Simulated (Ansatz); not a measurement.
Consider Pt.

```
CELL_PARAMETERS angstrom
2.19778 -2.19778 0.00000
2.19778 2.19778 0.00000
0.00000 0.00000 3.10766
ATOMIC_POSITIONS crystal
Pt 0.00000 0.00000 0.00000
Pt 0.50000 0.50000 0.50000
```

Space group Im-3m; computed pressure about 4 GPa in this cell.

Method: Ansatz, DFT PBEsol, scalar-relativistic, plane waves, PAW.

**What can the converged valence pseudo-density and electron localisation function tell about the bonding?**

Pt–Pt (2.69 Å): the density is about 0.43 e/Å³ at the midpoint; the ELF is about 0.30 at the midpoint: no localised pair shows between them.

**Does the calculation give a band gap?**

It is metallic or semimetallic at this level of theory: no gap opens.

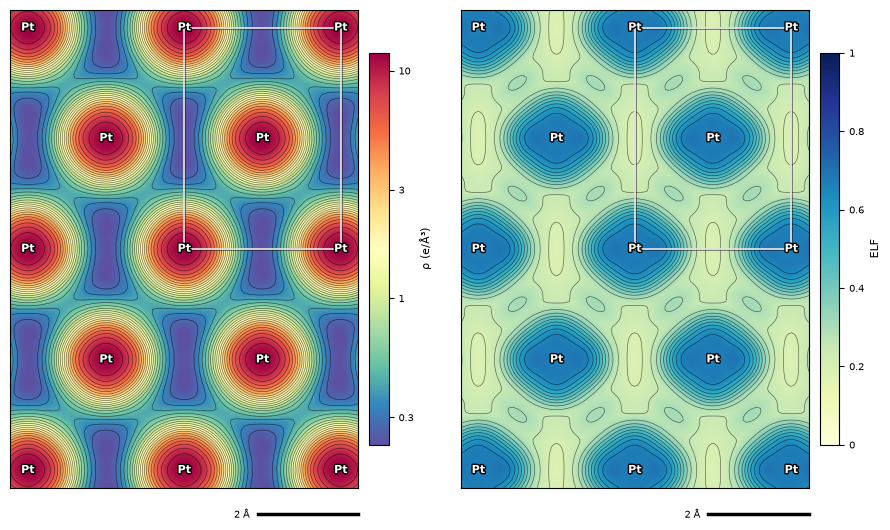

Computed valence pseudo-density and electron localisation function on the (101) plane of the conventional cell, in this order. 
